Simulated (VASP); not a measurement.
Geometry relaxation, with input and output: WSe$_{2}$ (part 1 of 3)

The run: geometry relaxation of WSe$_{2}$ (P6₃/mmc, 6 atoms in the cell). Method and program: Kohn-Sham DFT of a periodic cell, LDA, VASP PAW LDA potentials, recommended, no spin polarisation (VASP 6.6.1).

The structure derives from an entry of the Crystallography Open Database.

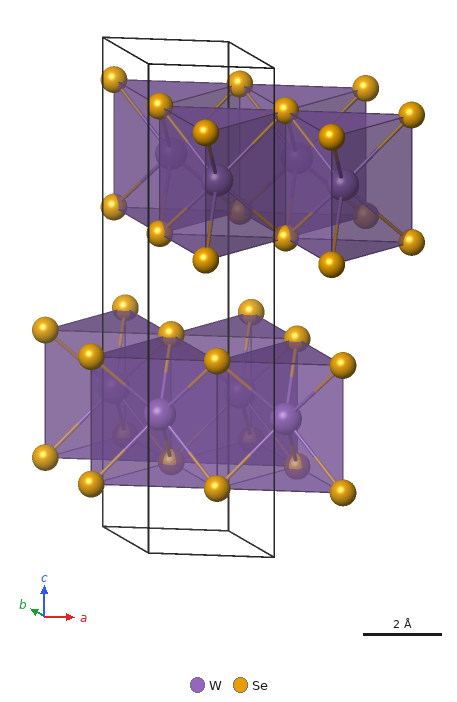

Fig. 1: The structure as given in the input (polyhedral view of the cell of the calculation, repeated 2 × 2 × 1, seen slightly off an axis; polyhedra are completed across the faces of the cell). An atom can appear more than once, as a periodic image.

INCAR:
```
SYSTEM = WSe2
PREC     = Accurate       ! precision mode
ENCUT    = 600            ! plane-wave cutoff, eV
EDIFF    = 1E-7           ! SCF threshold, eV
ISMEAR   = 0              ! smearing method
SIGMA    = 0.03           ! smearing width, eV
LREAL    = .False.        ! projectors in reciprocal space
LASPH    = .True.         ! aspherical terms in the spheres
NELM     = 80             ! most SCF steps
ALGO     = Normal         ! electronic algorithm
ISIF     = 4              ! what is computed and relaxed
LWAVE    = .False.        ! write WAVECAR
LCHARG   = .False.        ! write CHGCAR
IBRION   = 2              ! ionic algorithm
NSW      = 40             ! ionic steps
EDIFFG   = -0.01          ! ionic threshold
KPAR     = 2
```

KPOINTS:
```
Automatic mesh
0
Gamma
  9 9 2
  0 0 0
```

POSCAR:
```
WSe2                                    
1.0
    3.2766624455     -0.0000000000      0.0000000000
   -1.6383312227      2.8376729175     -0.0000000000
    0.0000000000      0.0000000000     12.9072306943
  W               Se            
     2     4
Direct
     0.3333333332999970    0.6666666667000030    0.2500000000000000
     0.6666666667000030    0.3333333332999970    0.7500000000000000
     0.3333333332999970    0.6666666667000030    0.6197343881858570
     0.6666666667000030    0.3333333332999970    0.1197343881858571
     0.3333333332999970    0.6666666667000030    0.8802656118141430
     0.6666666667000030    0.3333333332999970    0.3802656118141429
```

Machine: 2 threads of Intel Xeon (Sapphire Rapids), 64 GiB of memory available, shared host.

Launched with:
```bash
cat potpaw_LDA.64/W_sv/POTCAR potpaw_LDA.64/Se/POTCAR > POTCAR
mpirun -np 2 vasp_std > vasp.out
```

OSZICAR:
```
N       E                     dE             d eps       ncg     rms          rms(c)
DAV:   1     0.531013215560E+03    0.53101E+03   -0.30638E+04  1664   0.183E+03
DAV:   2    -0.136727947717E+02   -0.54469E+03   -0.53449E+03  1762   0.454E+02
DAV:   3    -0.494602147558E+02   -0.35787E+02   -0.35422E+02  1852   0.100E+02
DAV:   4    -0.504738154120E+02   -0.10136E+01   -0.10076E+01  1860   0.161E+01
DAV:   5    -0.504909187793E+02   -0.17103E-01   -0.17098E-01  1841   0.220E+00    0.303E+01
DAV:   6    -0.489055714989E+02    0.15853E+01   -0.10418E+01  1691   0.178E+01    0.109E+01
DAV:   7    -0.486686683346E+02    0.23690E+00   -0.49499E+00  1726   0.921E+00    0.567E+00
DAV:   8    -0.484736150650E+02    0.19505E+00   -0.81078E-01  1954   0.487E+00    0.123E+00
DAV:   9    -0.484734951065E+02    0.11996E-03   -0.61774E-02  1872   0.125E+00    0.708E-01
DAV:  10    -0.484719184164E+02    0.15767E-02   -0.17285E-02  1900   0.861E-01    0.234E-01
DAV:  11    -0.484717386586E+02    0.17976E-03   -0.23122E-03  1882   0.287E-01    0.136E-01
DAV:  12    -0.484717264018E+02    0.12257E-04   -0.68374E-05  1815   0.437E-02    0.101E-01
DAV:  13    -0.484717080976E+02    0.18304E-04   -0.12585E-04  1939   0.634E-02    0.410E-03
DAV:  14    -0.484717083480E+02   -0.25034E-06   -0.27191E-06  1754   0.105E-02    0.504E-03
DAV:  15    -0.484717083050E+02    0.42906E-07   -0.12112E-07  1194   0.220E-03
   1 F= -.48471708E+02 E0= -.48471708E+02  d E =-.484717E+02
       N       E                     dE             d eps       ncg     rms          rms(c)
DAV:   1    -0.484811042215E+02   -0.93959E-02   -0.86837E-01  1523   0.440E+00    0.796E-01
DAV:   2    -0.484827991937E+02   -0.16950E-02   -0.50804E-02  1761   0.934E-01    0.344E-01
DAV:   3    -0.484821233124E+02    0.67588E-03   -0.40790E-03  1783   0.349E-01    0.247E-01
DAV:   4    -0.484819029280E+02    0.22038E-03   -0.10344E-03  1922   0.162E-01    0.105E-01
DAV:   5    -0.484819046594E+02   -0.17314E-05   -0.12423E-04  1774   0.575E-02    0.196E-02
DAV:   6    -0.484818949389E+02    0.97205E-05   -0.33912E-05  1786   0.314E-02    0.624E-03
DAV:   7    -0.484818948363E+02    0.10265E-06   -0.20635E-06  1884   0.652E-03    0.131E-03
DAV:   8    -0.484818948233E+02    0.12986E-07   -0.12633E-07  1179   0.234E-03
   2 F= -.48481895E+02 E0= -.48481895E+02  d E =-.101865E-01
       N       E                     dE             d eps       ncg     rms          rms(c)
DAV:   1    -0.484819227096E+02   -0.27873E-04   -0.23097E-03  1551   0.227E-01    0.407E-02
DAV:   2    -0.484819271318E+02   -0.44222E-05   -0.13721E-04  1754   0.484E-02    0.182E-02
DAV:   3    -0.484819253550E+02    0.17768E-05   -0.12557E-05  1803   0.192E-02    0.129E-02
DAV:   4    -0.484819246930E+02    0.66200E-06   -0.28851E-06  1899   0.861E-03    0.571E-03
DAV:   5    -0.484819247025E+02   -0.95506E-08   -0.33741E-07  1463   0.289E-03
   3 F= -.48481925E+02 E0= -.48481925E+02  d E =-.102164E-01
       N       E                     dE             d eps       ncg     rms          rms(c)
DAV:   1    -0.484990658413E+02   -0.17141E-01   -0.69636E-01  1488   0.532E+00    0.723E-01
DAV:   2    -0.484890884308E+02    0.99774E-02   -0.60832E-02  1697   0.135E+00    0.363E-01
DAV:   3    -0.484869825813E+02    0.21058E-02   -0.38239E-03  1790   0.383E-01    0.155E-01
DAV:   4    -0.484862598484E+02    0.72273E-03   -0.21597E-03  1721   0.233E-01    0.679E-02
DAV:   5    -0.484862655123E+02   -0.56639E-05   -0.26333E-04  1776   0.953E-02    0.387E-02
DAV:   6    -0.484862491885E+02    0.16324E-04   -0.69653E-05  1822   0.476E-02    0.849E-03
DAV:   7    -0.484862491173E+02    0.71186E-07   -0.51533E-06  1860   0.124E-02    0.314E-03
DAV:   8    -0.484862489776E+02    0.13972E-06   -0.63870E-07  1630   0.494E-03    0.646E-04
DAV:   9    -0.484862489822E+02   -0.46348E-08   -0.44634E-08  1122   0.124E-03
   4 F= -.48486249E+02 E0= -.48486249E+02  d E =-.432428E-02
       N       E                     dE             d eps       ncg     rms          rms(c)
DAV:   1    -0.485031228217E+02   -0.16874E-01   -0.81506E-01  1488   0.575E+00    0.784E-01
DAV:   2    -0.484913945124E+02    0.11728E-01   -0.71807E-02  1697   0.146E+00    0.393E-01
DAV:   3    -0.484889283025E+02    0.24662E-02   -0.44918E-03  1804   0.416E-01    0.168E-01
DAV:   4    -0.484880746234E+02    0.85368E-03   -0.25389E-03  1707   0.253E-01    0.744E-02
DAV:   5    -0.484880819365E+02   -0.73131E-05   -0.30880E-04  1797   0.104E-01    0.424E-02
DAV:   6    -0.484880622079E+02    0.19729E-04   -0.83002E-05  1814   0.520E-02    0.917E-03
DAV:   7    -0.484880621326E+02    0.75346E-07   -0.61204E-06  1868   0.136E-02    0.345E-03
DAV:   8    -0.484880619664E+02    0.16618E-06   -0.77420E-07  1640   0.545E-03    0.708E-04
DAV:   9    -0.484880619722E+02   -0.57753E-08   -0.52128E-08  1143   0.135E-03
   5 F= -.48488062E+02 E0= -.48488062E+02  d E =-.613727E-02
```

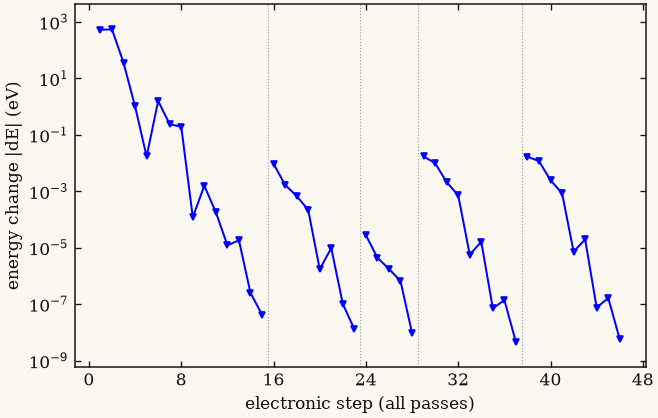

Fig. 2: Convergence of the self-consistent field: energy change |dE| against the electronic step. Each stretch between dotted lines is the SCF of one geometry step of a relaxation. The 5 ionic steps take 5 to 15 electronic steps each. The density is held fixed in the first few steps, and dE rises again when its update begins.

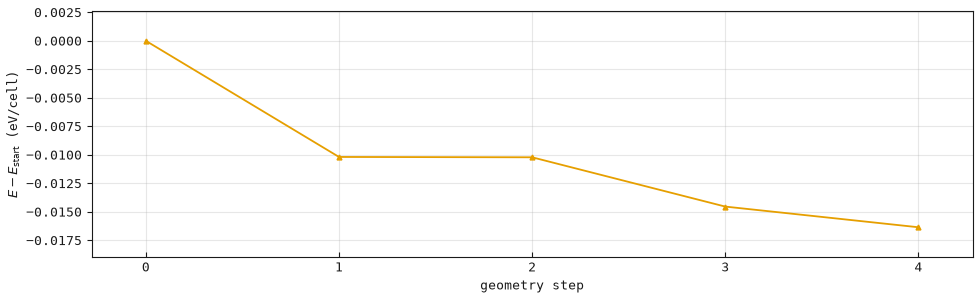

Fig. 3: Progress of the relaxation, step by step (steps are counted from 0).

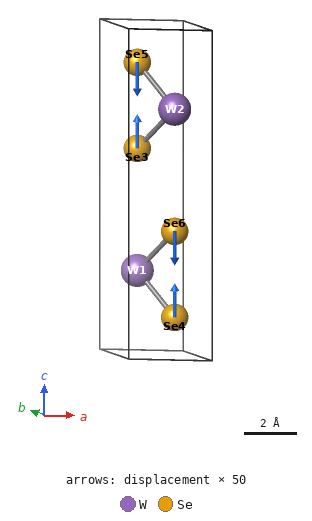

Fig. 4: The starting structure with the displacements (without the part carried along by the change of the cell) as blue arrows, magnified 50 times (ball-and-stick view of the cell of the calculation, seen slightly off an axis). The largest moves relative to the cell, 0.027 Å, are those of Se3, Se4, Se5 and Se6. W stays in place. The drawn cell changes at constant volume: a = b 3.277 → 3.263 Å (−0.4 %), c 12.907 → 13.015 Å (+0.8 %). Among the contacts that change: W1–Se4 2.531 → 2.517 Å. The space group stays P6_3/mmc (No. 194). The energy falls by 16.4 meV per cell of the calculation in 4 geometry steps. The largest force component goes from 0.33 to 0.00095 eV/Å. (Atoms are counted from 1 in the order of the input.)

Parts of OUTCAR:
```
SYSTEM = WSe2
   PREC = Accurate
   ENCUT = 600
   EDIFF = 1E-7
   ISMEAR = 0
   LREAL = .False.
   LASPH = .True.
   NELM = 80
   ISIF = 4
   IBRION = 2
   NSW = 40
   EDIFFG = -0.01

 ion  position               nearest neighbor table
   1  0.333  0.667  0.250-   4 2.53   6 2.53   4 2.53   6 2.53   4 2.53   6 2.53
   2  0.667  0.333  0.750-   3 2.53   5 2.53   3 2.53   5 2.53   3 2.53   5 2.53
   3  0.333  0.667  0.620-   2 2.53   2 2.53   2 2.53
   4  0.667  0.333  0.120-   1 2.53   1 2.53   1 2.53
   5  0.333  0.667  0.880-   2 2.53   2 2.53   2 2.53
   6  0.667  0.333  0.380-   1 2.53   1 2.53   1 2.53

  LATTYP: Found a hexagonal cell.
 ALAT       =     3.2766624455
 C/A-ratio  =     3.9391395693

  Lattice vectors:

 A1 = (   3.2766624455,   0.0000000000,   0.0000000000)
 A2 = (  -1.6383312227,   2.8376729175,   0.0000000000)
 A3 = (   0.0000000000,   0.0000000000,  12.9072306943)

Analysis of symmetry for initial positions (statically):
=====================================================================
 Subroutine PRICEL returns:
 Original cell was already a primitive cell.

 Routine SETGRP: Setting up the symmetry group for a
 hexagonal supercell.

 Subroutine GETGRP returns: Found 24 space group operations
 (whereof 12 operations were pure point group operations)
 out of a pool of 24 trial point group operations.

The static configuration has the point symmetry D_3d.
 The point group associated with its full space group is D_6h.

Analysis of symmetry for dynamics (positions and initial velocities):
=====================================================================
 Subroutine PRICEL returns:
 Original cell was already a primitive cell.

 Routine SETGRP: Setting up the symmetry group for a
 hexagonal supercell.

 Subroutine GETGRP returns: Found 24 space group operations
 (whereof 12 operations were pure point group operations)
 out of a pool of 24 trial point group operations.

The dynamic configuration has the point symmetry D_3d.
 The point group associated with its full space group is D_6h.

 Subroutine INISYM returns: Found 24 space group operations
 (whereof 12 operations are pure point group operations),
 and found     1 'primitive' translations

----------------------------------------------------------------------------------------

                                     Primitive cell

  volume of cell :     120.0127

  direct lattice vectors                    reciprocal lattice vectors
     3.276662445  0.000000000  0.000000000     0.305188593  0.176200716  0.000000000
    -1.638331223  2.837672917  0.000000000     0.000000000  0.352401432  0.000000000
     0.000000000  0.000000000 12.907230694     0.000000000  0.000000000  0.077475953

  length of vectors
     3.276662445  3.276662446 12.907230694     0.352401432  0.352401432  0.077475953

  position of ions in fractional coordinates (direct lattice)
     0.333333333  0.666666667  0.250000000
     0.666666667  0.333333333  0.750000000
     0.333333333  0.666666667  0.619734388
     0.666666667  0.333333333  0.119734388
     0.333333333  0.666666667  0.880265612
     0.666666667  0.333333333  0.380265612

  ion indices of the primitive-cell ions
   primitive index   ion index
                 1           1
                 2           2
                 3           3
                 4           4
                 5           5
                 6           6

----------------------------------------------------------------------------------------

 KPOINTS: Automatic mesh

Automatic generation of k-mesh.
 Grid dimensions read from file:
 generate k-points for:    9    9    2

 Generating k-lattice:

  Cartesian coordinates                     Fractional coordinates (reciprocal lattice)
     0.033909844  0.019577857  0.000000000     0.111111111  0.000000000  0.000000000
     0.000000000  0.039155715  0.000000000     0.000000000  0.111111111  0.000000000
     0.000000000  0.000000000  0.038737977     0.000000000  0.000000000  0.500000000

  Length of vectors
     0.039155715  0.039155715  0.038737977

  Shift w.r.t. Gamma in fractional coordinates (k-lattice)
     0.000000000  0.000000000  0.000000000

 Subroutine IBZKPT returns following result:
 ===========================================

 Found     24 irreducible k-points:

 Following reciprocal coordinates:
            Coordinates               Weight
  0.000000  0.000000  0.000000      1.000000
  0.111111  0.000000  0.000000      6.000000
  0.222222  0.000000  0.000000      6.000000
  0.333333  0.000000  0.000000      6.000000
  0.444444  0.000000  0.000000      6.000000
  0.111111  0.111111  0.000000      6.000000
  0.222222  0.111111  0.000000     12.000000
  0.333333  0.111111  0.000000     12.000000
  0.444444  0.111111  0.000000      6.000000
  0.222222  0.222222  0.000000      6.000000
  0.333333  0.222222  0.000000     12.000000
  0.333333  0.333333  0.000000      2.000000
  0.000000  0.000000  0.500000      1.000000
  0.111111  0.000000  0.500000      6.000000
  0.222222  0.000000  0.500000      6.000000
  0.333333  0.000000  0.500000      6.000000
  0.444444  0.000000  0.500000      6.000000
  0.111111  0.111111  0.500000      6.000000
  0.222222  0.111111  0.500000     12.000000
  0.333333  0.111111  0.500000     12.000000
  0.444444  0.111111  0.500000      6.000000
  0.222222  0.222222  0.500000      6.000000
  0.333333  0.222222  0.500000     12.000000
  0.333333  0.333333  0.500000      2.000000
   k-points           NKPTS =     24   k-points in BZ     NKDIM =     24   number of bands    NBANDS=     31
   number of dos      NEDOS =    301   number of ions     NIONS =      6
   total plane-waves  NPLWV =  84672
   dimension x,y,z NGX =    28 NGY =   28 NGZ =  108
   dimension x,y,z NGXF=    56 NGYF=   56 NGZF=  216
   ions per type =               2   4
   NGX,Y,Z   is equivalent  to a cutoff of  14.21, 14.21, 13.91 a.u.
   NGXF,Y,Z  is equivalent  to a cutoff of  28.41, 28.41, 27.82 a.u.
 SYSTEM =  WSe2
   PREC   = accura    normal or accurate (medium, high low for compatibility)
   ISTART =      0    job   : 0-new  1-cont  2-samecut
   ICHARG =      2    charge: 1-file 2-atom 10-const
   ISPIN  =      1    spin polarized calculation?
   LNONCOLLINEAR =      F non collinear calculations
   LSORBIT =      F    spin-orbit coupling
   LASPH  =      T    aspherical Exc in radial PAW
   ENCUT  =  600.0 eV  44.10 Ry    6.64 a.u.   6.54  6.54 25.78*2*pi/ulx,y,z
   NELM   =     80;   NELMIN=  2; NELMDL= -5     # of ELM steps
   EDIFF  = 0.1E-06   stopping-criterion for ELM
   LREAL  =      F    real-space projection
   EDIFFG = -.1E-01   stopping-criterion for IOM
   NSW    =     40    number of steps for IOM
   IBRION =      2    ionic relax: 0-MD 1-quasi-New 2-CG
   NFREE  =      1    steps in history (QN), initial steepest desc. (CG)
   ISIF   =      4    stress and relaxation
   ISYM   =      2    0-nonsym 1-usesym 2-fastsym
   POTIM  = 0.5000    time-step for ionic-motion
   TEBEG  =    0.0;   TEEND  =   0.0 temperature during run
   PSTRESS=    0.0 pullay stress
   NELECT =      52.0000    total number of electrons
   NUPDOWN=      -1.0000    fix difference up-down
   EMIN   =  10.00;   EMAX   =-10.00  energy-range for DOS
   EFERMI =   0.00;   METHOD = LEGACY
   ISMEAR =     0;   SIGMA  =   0.03  broadening in eV -4-tet -1-fermi 0-gaus
   EFERMI_NEDOS =   21; number of points for ismear=-14 and -15
   IALGO  =     38    algorithm
   IMIX   =      4    mixing-type and parameters
     AMIX     =   0.40;   BMIX     =  1.00
     AMIX_MAG =   1.60;   BMIX_MAG =  1.00
  volume/ion in A,a.u.               =      20.00       134.98
  Fermi-wavevector in a.u.,A,eV,Ry     =   1.238797  2.340987 20.879755  1.534619
  Thomas-Fermi vector in A             =   2.373308
   LORBIT       =      0    0 simple, 1 ext, 2 COOP (PROOUT), +10 PAW based schemes
   GGA     = CA    functional components
   LHFCALC =     F    Hartree Fock is set to
   AEXX    =    0.0000 exact exchange contribution
   IVDW    =     0    specifies the selected vdW correction
   LEPSILON=     F    determine dielectric tensor
   LRPA    =     F    only Hartree local field effects (RPA)
 conjugate gradient relaxation of ions
 non-spin polarized calculation
 Gauss-broadening in eV      SIGMA  =   0.03
  energy-cutoff  :      600.00
  volume of cell :      120.01
 maximum number of plane-waves:      4059
 NGX is ok and might be reduce to    28
   NGX = 13   NGY = 13   NGZ = 51

--------------------------------------- Ionic step        1  -------------------------------------------

 number of electron      51.9999998 magnetization

 Free energy of the ion-electron system (eV)
  ---------------------------------------------------
  ext. energy  EPLUGINS =         0.00000000
  ---------------------------------------------------
  free energy    TOTEN  =       -48.47170831 eV

  energy without entropy =      -48.47170831  energy(sigma->0) =      -48.47170831

------------------------ aborting loop because EDIFF is reached ----------------------------------------

  FORCE on cell =-STRESS in cart. coord.  units (eV):
  Direction    XX          YY          ZZ          XY          YZ          ZX
  --------------------------------------------------------------------------------------
  -------------------------------------------------------------------------------------
  Total       -2.0495619     -2.0495619     -2.3998547     -0.0000000      0.0000000      0.0000000
  in kB      -27.3617906    -27.3617906    -32.0382227     -0.0000000      0.0000000      0.0000000
  external PRESSURE =     -28.9206013 kB  Pullay stress =       0.0000000 kB

 VOLUME and BASIS-vectors are now :
 -----------------------------------------------------------------------------
  energy-cutoff  :      600.00
  volume of cell :      120.01
      direct lattice vectors                 reciprocal lattice vectors
     3.276662445  0.000000000  0.000000000     0.305188593  0.176200716  0.000000000
    -1.638331223  2.837672917  0.000000000     0.000000000  0.352401432  0.000000000
     0.000000000  0.000000000 12.907230694     0.000000000  0.000000000  0.077475953

 POSITION                                       TOTAL-FORCE (eV/Angst)
```
